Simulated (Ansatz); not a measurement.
**ScAl$_{5}$: geometry relaxation (part 2 of 2)**

The same run, continued: ScAl$_{5}$ (6 atoms in the cell); DFT PBE, scalar-relativistic, plane waves, PAW, no spin polarisation (Ansatz 0.2.0); cutoff 420 eV, 12×12×4 k-mesh, Gaussian smearing of 0.1 eV. The structure was made by a generator, so it may or may not be a known phase.

Geometry of the input (Å; fractional positions):
```
2.9669  0.0000  0.0000
-1.4835  2.5694  0.0000
0.0000  0.0000  14.0915
Sc 0.6667  0.3333  0.5000
Al 0.3333  0.6667  0.6730
Al 0.3333  0.6667  0.0000
Al 0.3333  0.6667  0.3270
Al 0.6667  0.3333  0.8333
Al 0.6667  0.3333  0.1667
```

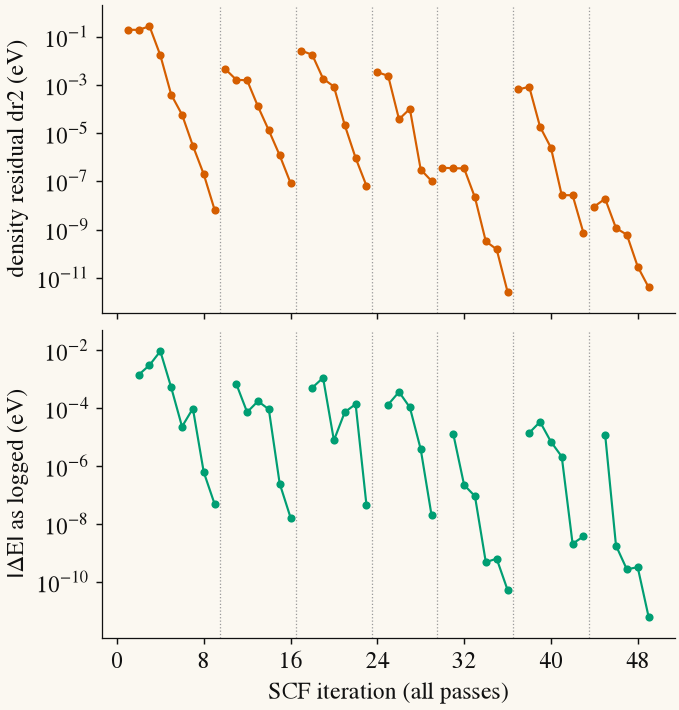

Fig. 1: Convergence of the self-consistent field: density residual dr2 and size of the energy change against the SCF iteration. The dotted lines part the SCF passes of the relaxation: geometry steps, rejected trials and re-solves on a re-selected basis. The 7 passes take 6 to 9 iterations each, 49 in all.

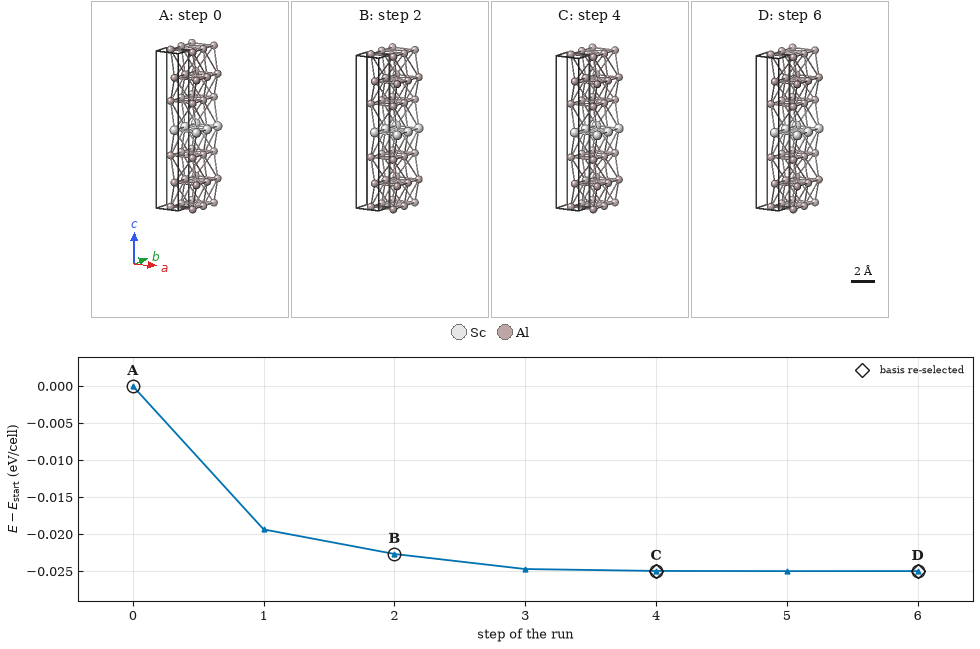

Fig. 2: Frames of the relaxation (ball-and-stick view of the cell of the calculation, repeated 2 × 3 × 1, seen slightly off an axis) above the curves, on which the letters mark them (the first geometry is step 0 here and step 1 in the log).

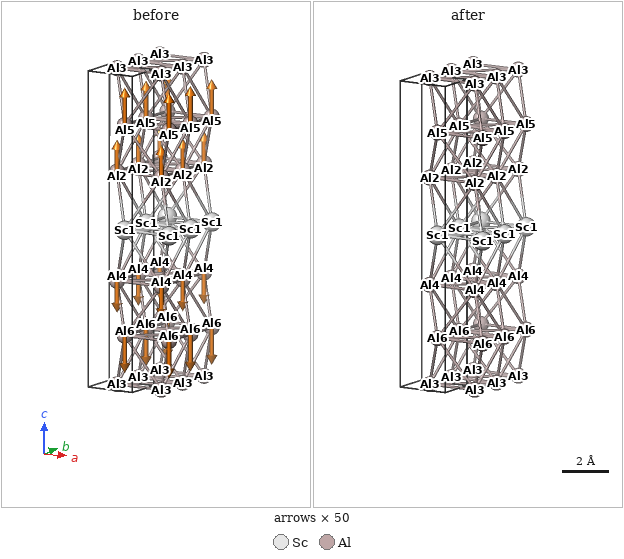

Fig. 3: Before (left) and after (right) the relaxation, at one scale (ball-and-stick view of the cell of the calculation, repeated 2 × 3 × 1, seen slightly off an axis). The orange arrows give the displacements (without the part carried along by the change of the cell), magnified 50 times. Over 4 geometry steps the energy falls by 25.0 meV per cell of the calculation. The largest force component goes from 0.053 to 0.0027 eV/Å. Pressure: −0.03 GPa at the start and 0.00 GPa at the end. 1 further SCF at an unchanged geometry re-selected the plane-wave basis for the new cell. The largest moves relative to the cell, 0.033 Å, are those of Al5 and Al6. Sc stays in place. The drawn cell changes as follows: a = b 2.967 → 3.025 Å (+2.0 %), c 14.092 → 13.647 Å (−3.2 %); the volume changes by +0.7 %. Among the contacts that change: Al3–Al5 2.907 → 2.842 Å, Al2–Al2 2.967 → 3.025 Å, Sc1–Sc1 2.967 → 3.025 Å, Al2–Al5 2.835 → 2.803 Å. The space group stays P-6m2 (No. 187). The energy change given includes the shifts at the re-selections in mid-walk, which come without any move. A last SCF at the same geometry on a re-selected plane-wave basis shifts the energy by +0.0 meV per cell of the calculation. (Atoms are counted from 1 in the order of the input.)

```
basis re-selected at this cell: Δ(F+E_penalty+E_count) = +2.792e-6 eV, ΔP = -0.000 GPa vs the last step (what re-selecting the basis moved, of the pressure what is left beyond the Pulay correction that the steps carried, after the strain that the cell walked since its last selection, with what the two solves' SCF thresholds leave and, on support functions, any second-order correction that the steps lacked; it is no measure of the basis error at this ecutwfc). This SCF's stress stands 2.35e-2 GPa from its target on what of the cell is left free (relax.cell.stress_tol is 5.00e-2 GPa) and its largest allowed force component is 2.69e-3 eV/Å (relax.f_tol is 1.00e-2 eV/Å): within both
SCF converged after 6 iterations
Free energy (F): -4823.568886 eV
Harris-Foulkes:  -4823.568886 eV  (|F-HF|=1.82e-12)
Internal energy: -4823.555636 eV  (E = F + TS)
E sigma→0 (E₀):  -4823.562261 eV
Entropy (-TS):   -0.013250 eV (-2.208 meV/atom)
Fermi energy:    8.127992 eV
--- Per-component energies (eV) ---
  E_band       = -121.382674
  E_kinetic    = 373.294045
  E_local      = -1924.604964  (includes V_loc(G=0)·N_el)
  E_nonlocal   = 135.885492
  E_hartree    = 850.911159
  E_xc         = -302.185287
  E_vxc        = -272.884875  (∫ρ·V_xc dr)
  E_paw        = -3292.422289  (= ΣΔE_a)
  E_vpaw       = -134.894671  (= ΣTr[D̂ρ^β])
  E_aug_tail   = 0.000000  (compensation charges beyond the density's cutoff)
  E_ewald      = -664.433791
  E_smearing   = -0.013250  (= −TS)
  E_closure    = 0.000000  (closes the sum)
  Σ components = -4823.568886   (vs F -4823.568886, Δ=0.00e0)
--- Forces (eV/Å), atoms counted from 1 ---
  atom   1  Sc    -0.00000000    -0.00000000     0.00000000
  atom   2  Al    -0.00000000    -0.00000000     0.00269340
  atom   3  Al    -0.00000000     0.00000000     0.00000000
  atom   4  Al    -0.00000000    -0.00000000    -0.00269340
  atom   5  Al     0.00000000     0.00000000     0.00235902
  atom   6  Al     0.00000000     0.00000000    -0.00235902
  max |Σ_I F_I| component: 5.55e-17 eV/Å
--- Stress (GPa, compression-positive) ---
       -0.015898      -0.000000       0.000000
       -0.000000      -0.015898       0.000000
        0.000000       0.000000       0.023508
  P = ⅓ Tr σ = -0.0028 GPa (-0.028 kbar)
--- Band table (eV; the first three rows and the last of 57) ---
  k-point 0: bands = ["-40.9222", "-19.6811", "-19.2166", "-19.2166", "-2.3798", "-1.6769", "-0.6758", "1.1798", "2.2708", "5.0720", "5.7882", "8.4984", "10.1172", "10.1172", "10.8753", "11.6383", "11.6383", "13.1282", "16.6946"]
  k-point 1: bands = ["-40.9222", "-19.6811", "-19.2166", "-19.2166", "-2.3688", "-1.7220", "-0.5751", "0.9306", "2.6564", "4.4276", "6.4234", "8.2847", "10.1172", "10.1172", "10.7476", "11.6383", "11.6383", "13.4936", "16.4067"]
  k-point 2: bands = ["-40.9222", "-19.6811", "-19.2166", "-19.2166", "-2.3570", "-1.7640", "-0.4631", "0.7222", "3.1784", "3.8039", "6.9593", "7.9538", "10.1172", "10.1172", "10.6468", "11.6383", "11.6383", "13.9266", "15.8298"]
  k-point 56: bands = ["-40.8087", "-19.6574", "-19.6527", "-19.5572", "4.3695", "4.4629", "4.9007", "5.0291", "5.0496", "5.6067", "5.9700", "6.1035", "6.3886", "6.7828", "7.5665", "7.5974", "8.0194", "8.6839", "9.2245"]
--- Relaxed structure (5 steps of the walk, 5 accepted, 2 SCFs on fresh bases) ---
  F+E_penalty+E_count = -4823.56888623 eV   max|allowed force component| = 2.693e-3 eV/Å   (the final SCF, on the basis selected at the relaxed cell)
  cell:  # Å, volume = 108.1658 Å³
    - [3.025250152987014, 2.9434974489803255e-11, 0.0]
    - [-1.512625076518998, 2.619943485274796, 0.0]
    - [0.0, 0.0, 13.646984595745076]
  atoms:
    - { symbol: Sc, position: [0.6666666666666666, 0.3333333333333332, 0.5] }
    - { symbol: Al, position: [0.33333333333333326, 0.6666666666666665, 0.6750533076686913] }
    - { symbol: Al, position: [0.33333333333333326, 0.6666666666666665, 2.051734286322181e-20] }
    - { symbol: Al, position: [0.33333333333333326, 0.6666666666666665, 0.32494669233130885] }
    - { symbol: Al, position: [0.6666666666666666, 0.3333333333333332, 0.8357360042013733] }
    - { symbol: Al, position: [0.6666666666666666, 0.3333333333333332, 0.16426399579862686] }
```

Trajectory as extended XYZ (Å, eV, eV/Å), 7 frames, from step=1 to step=7:
```
6
Lattice="2.9669 0.0000 0.0000 -1.4835 2.5694 0.0000 0.0000 0.0000 14.0915" Properties=species:S:1:pos:R:3:forces:R:3 step=1 energy=-4823.54392 pressure_GPa=-0.03
Sc    1.4835    0.8565    7.0458    0.0000   0.0000   0.0000
Al    0.0000    1.7130    9.4831    0.0000   0.0000   0.0036
Al    0.0000    1.7130    0.0000    0.0000   0.0000   0.0000
Al    0.0000    1.7130    4.6084    0.0000   0.0000  -0.0036
Al    1.4835    0.8565   11.7422    0.0000   0.0000   0.0526
Al    1.4835    0.8565    2.3493    0.0000   0.0000  -0.0526
6
Lattice="2.9961 0.0000 0.0000 -1.4980 2.5947 0.0000 0.0000 0.0000 13.8459" Properties=species:S:1:pos:R:3:forces:R:3 step=2 energy=-4823.56326 pressure_GPa=0.06
Sc    1.4980    0.8649    6.9229    0.0000   0.0000   0.0000
Al    0.0000    1.7298    9.3275    0.0000   0.0000   0.0558
Al    0.0000    1.7298    0.0000    0.0000   0.0000   0.0000
Al    0.0000    1.7298    4.5183    0.0000   0.0000  -0.0558
Al    1.4980    0.8649   11.5609    0.0000   0.0000  -0.0268
Al    1.4980    0.8649    2.2849    0.0000   0.0000   0.0268
6
Lattice="3.0197 0.0000 0.0000 -1.5099 2.6152 0.0000 0.0000 0.0000 13.6853" Properties=species:S:1:pos:R:3:forces:R:3 step=3 energy=-4823.56657 pressure_GPa=0.02
Sc    1.5099    0.8717    6.8426    0.0000   0.0000   0.0000
Al    0.0000    1.7434    9.2459    0.0000   0.0000  -0.0955
Al    0.0000    1.7434    0.0000    0.0000   0.0000   0.0000
Al    0.0000    1.7434    4.4394    0.0000   0.0000   0.0955
Al    1.5099    0.8717   11.4248    0.0000   0.0000   0.1003
Al    1.5099    0.8717    2.2605    0.0000   0.0000  -0.1003
6
Lattice="3.0235 0.0000 0.0000 -1.5117 2.6184 0.0000 0.0000 0.0000 13.6601" Properties=species:S:1:pos:R:3:forces:R:3 step=4 energy=-4823.56861 pressure_GPa=-0.01
Sc    1.5117    0.8728    6.8301    0.0000   0.0000   0.0000
Al    0.0000    1.7456    9.2234    0.0000   0.0000  -0.0069
Al    0.0000    1.7456    0.0000    0.0000   0.0000   0.0000
Al    0.0000    1.7456    4.4367    0.0000   0.0000   0.0069
Al    1.5117    0.8728   11.4181    0.0000   0.0000  -0.0043
Al    1.5117    0.8728    2.2421    0.0000   0.0000   0.0043
6
Lattice="3.0235 0.0000 0.0000 -1.5117 2.6184 0.0000 0.0000 0.0000 13.6601" Properties=species:S:1:pos:R:3:forces:R:3 step=5 energy=-4823.56887 pressure_GPa=-0.01
Sc    1.5117    0.8728    6.8301    0.0000   0.0000   0.0000
Al    0.0000    1.7456    9.2234    0.0000   0.0000  -0.0070
Al    0.0000    1.7456    0.0000    0.0000   0.0000   0.0000
Al    0.0000    1.7456    4.4367    0.0000   0.0000   0.0070
Al    1.5117    0.8728   11.4181    0.0000   0.0000  -0.0044
Al    1.5117    0.8728    2.2421    0.0000   0.0000   0.0044
6
Lattice="3.0253 0.0000 0.0000 -1.5126 2.6199 0.0000 0.0000 0.0000 13.6470" Properties=species:S:1:pos:R:3:forces:R:3 step=6 energy=-4823.56889 pressure_GPa=-0.00
Sc    1.5126    0.8733    6.8235    0.0000   0.0000   0.0000
Al    0.0000    1.7466    9.2124    0.0000   0.0000   0.0027
Al    0.0000    1.7466    0.0000    0.0000   0.0000   0.0000
Al    0.0000    1.7466    4.4345    0.0000   0.0000  -0.0027
Al    1.5126    0.8733   11.4053    0.0000   0.0000   0.0023
Al    1.5126    0.8733    2.2417    0.0000   0.0000  -0.0023
6
Lattice="3.0253 0.0000 0.0000 -1.5126 2.6199 0.0000 0.0000 0.0000 13.6470" Properties=species:S:1:pos:R:3:forces:R:3 step=7 energy=-4823.56889 pressure_GPa=-0.00
Sc    1.5126    0.8733    6.8235    0.0000   0.0000   0.0000
Al    0.0000    1.7466    9.2124    0.0000   0.0000   0.0027
Al    0.0000    1.7466    0.0000    0.0000   0.0000   0.0000
Al    0.0000    1.7466    4.4345    0.0000   0.0000  -0.0027
Al    1.5126    0.8733   11.4053    0.0000   0.0000   0.0024
Al    1.5126    0.8733    2.2417    0.0000   0.0000  -0.0024
```

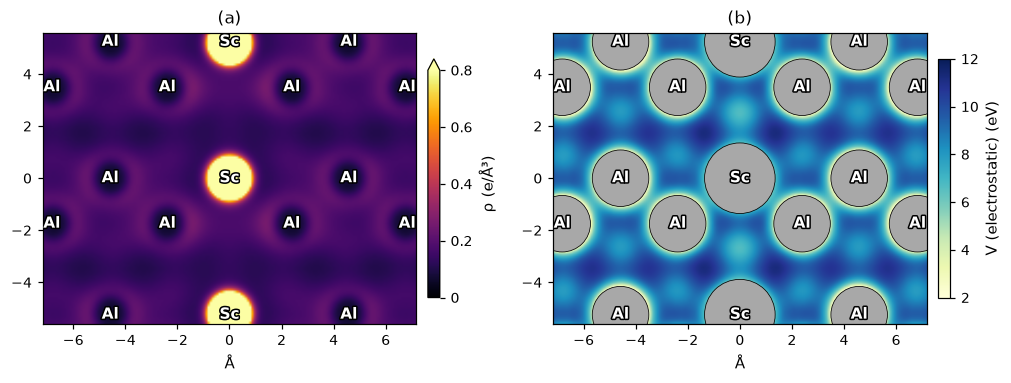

Fig. 4: (a) valence charge density (pseudo); (b) electrostatic potential energy of an electron on the (110) plane of the conventional cell. Grey discs, where drawn, cover atomic cores. Al–Al (2.80 Å): ρ at the midpoint is about 0.21 e/Å³. Sc–Al (2.96 Å): ρ at the midpoint is about 0.17 e/Å³. Away from the nuclei the density in this plane falls to 0.1 e/Å³ at its lowest. Outside the cores the potential energy rises away from the atoms and is highest about 2.0 Å from the nearest atoms; outside the discs it spans about 8 eV, and its zero is arbitrary. The fields are those of the smooth PAW valence density.

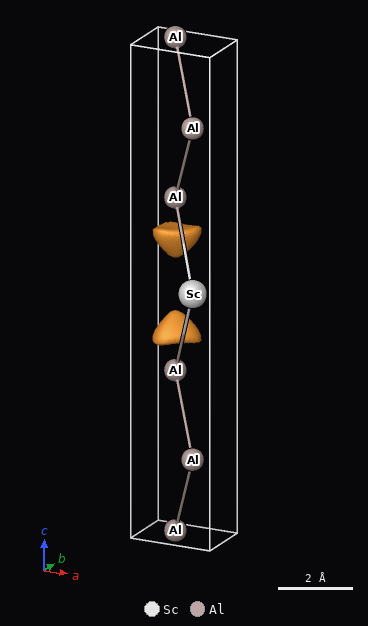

Fig. 5: Isosurface of the ELF at 0.75 (orange), seen slightly off an axis. Core shells and regions of very low density are left out. Sticks mark near contacts. The outline is the cell set on symmetry axes. Profiles from the grid: Al–Al (2.80 Å): the ELF peaks at about 0.70 between the atoms. Sc–Al (2.96 Å): the ELF is about 0.35 at the midpoint, as expected for metallic bonding.
